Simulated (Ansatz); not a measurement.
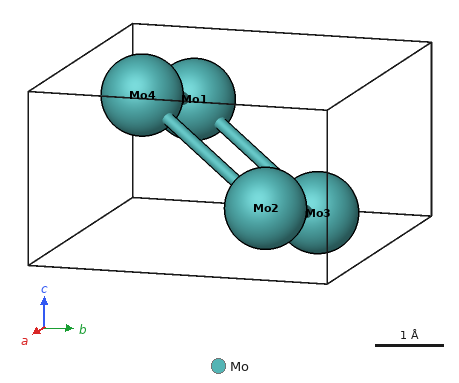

Starting structure of crystalline Mo (built on the N_62 type). The picture is a ball-and-stick view of the cell of the calculation, seen slightly off an axis.

Case: N type (Pnma, No. 62).

All numbers below come from DFT PBE, scalar-relativistic, plane waves, PAW in Ansatz 0.2.0.

Input file:
```yaml
crystal:
  lattice:
    - [5.2301516236, 0.0, 0.0]
    - [0.0, 4.6411178019, 0.0]
    - [0.0, 0.0, 2.6349207127]
  atoms:
    - { symbol: Mo, position: [0.1253650095, 0.25, 0.639836242] }
    - { symbol: Mo, position: [0.8746349905, 0.75, 0.360163758] }
    - { symbol: Mo, position: [0.3746349905, 0.75, 0.139836242] }
    - { symbol: Mo, position: [0.6253650095, 0.25, 0.860163758] }
basis:
  ecutwfc: 420
kpoints:
  mp_grid: { grid: [10, 10, 18] }
hamiltonian:
  xc: pbe
scf:
  occupations: { method: gaussian, width: 0.1 }
output:
  forces: true
  stress: true
  eigenvalues: true
relax:
  adjacent_minimum: "off"
  f_tol: 0.01
  max_steps: 80
  cell: { stress_tol: 0.05 }
```

### Predict the outcome.

The largest moves relative to the cell, 0.023 Å, are those of Mo1, Mo2, Mo3 and Mo4. Mo4 goes roughly along [−1 0 3]. The volume changes by +0.2 %, with a 5.230 → 5.273 Å (+0.8 %), b 4.641 → 4.582 Å (−1.3 %), c 2.635 → 2.653 Å (+0.7 %). Some distances before and after: Mo1–Mo2 2.765 → 2.727 Å, Mo1–Mo4 2.679 → 2.709 Å, Mo1–Mo1 2.635 → 2.653 Å, Mo1–Mo3 2.970 → 2.965 Å. The space group stays Pnma (No. 62). After 5 accepted moves (7 points after the start) the energy has fallen by 3.7 meV per atom. The largest force component goes from 0.15 to 0.00077 eV/Å. Pressure: 0.76 GPa at the start and 0.01 GPa at the end. The line search rejected the trial step at point 1 of the run. The SCF was repeated once at an unchanged geometry on a basis and grid sized afresh for the cell, which shifted the energy by less than 0.05 meV per atom at most. The run took roughly 5 core-minutes on a shared host.

The structure at the end:

```
CELL_PARAMETERS angstrom
5.27267 0.00000 0.00000
0.00000 4.58217 0.00000
0.00000 0.00000 2.65288
ATOMIC_POSITIONS crystal
Mo 0.12339 0.25000 0.63226
Mo 0.87661 0.75000 0.36774
Mo 0.37661 0.75000 0.13226
Mo 0.62339 0.25000 0.86774
```

After the run, drawn alike:

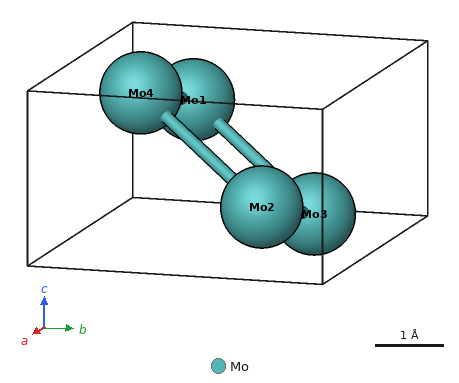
